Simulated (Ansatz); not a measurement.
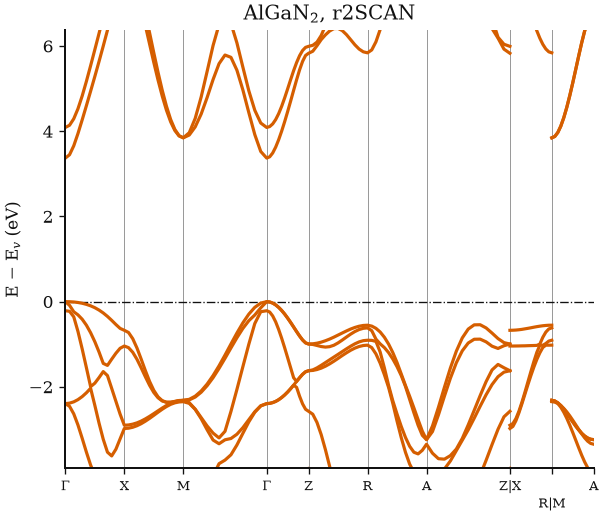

Band structure. Energies are counted from the top of the valence band.

Q: Which Bravais lattice do the labels of the path belong to?

A: A primitive tetragonal lattice: the path Γ–X–M–Γ–Z–R–A–Z|X–R|M–A runs through the special points of its Brillouin zone.

Input of the run:

```
crystal:
  lattice:
    - [3.13852642, 0.0, 0.0]
    - [0.0, 3.13852642, 0.0]
    - [0.0, 0.0, 4.4223567315]
  atoms:
    - { symbol: Al, position: [0.5, 0.5, 0.5] }
    - { symbol: Ga, position: [0.0, 0.0, 0.0] }
    - { symbol: "N", position: [0.5, 0.0, 0.7390831713] }
    - { symbol: "N", position: [0.0, 0.5, 0.2609168287] }
basis:
  ecutwfc: 500
kpoints:
  mp_grid: { grid: [8, 8, 6] }
  band_path:
    path:
      - [[0.0, 0.0, 0.0], [0.0, 0.5, 0.0], [0.5, 0.5, 0.0], [0.0, 0.0, 0.0], [0.0, 0.0, 0.5], [0.0, 0.5, 0.5], [0.5, 0.5, 0.5], [0.0, 0.0, 0.5]]
      - [[0.0, 0.5, 0.0], [0.0, 0.5, 0.5]]
      - [[0.5, 0.5, 0.0], [0.5, 0.5, 0.5]]
    npoints: 14
hamiltonian:
  xc: r2scan
scf:
  occupations: { method: gaussian, width: 0.02 }
  n_extra_bands: 10
output:
  forces: true
  stress: true
  eigenvalues: true
  populations: true
  dos: { projected: true, de: 0.02, nscf_kmesh: { grid: [12, 12, 9] } }
  bader: true
  write_density: true
  write_potential: true
  elf: true
  volumetric_format: npy
```

Run as:
```bash
ansatz run input.yaml --threads 1 --pin off --max-ram 2560MiB --backend cpu --events-out ev --progress --plain --runs-dir out
```

Q: Read off the fundamental gap and say whether it is direct.

A: The bands leave a gap. The gap along this path is 3.37 eV and direct: both edges lie at Γ.

Q: What are the direct gaps at M, Z and Γ?

A: The direct gaps are 6.16 eV at M, 6.82 eV at Z and 3.37 eV at Γ.
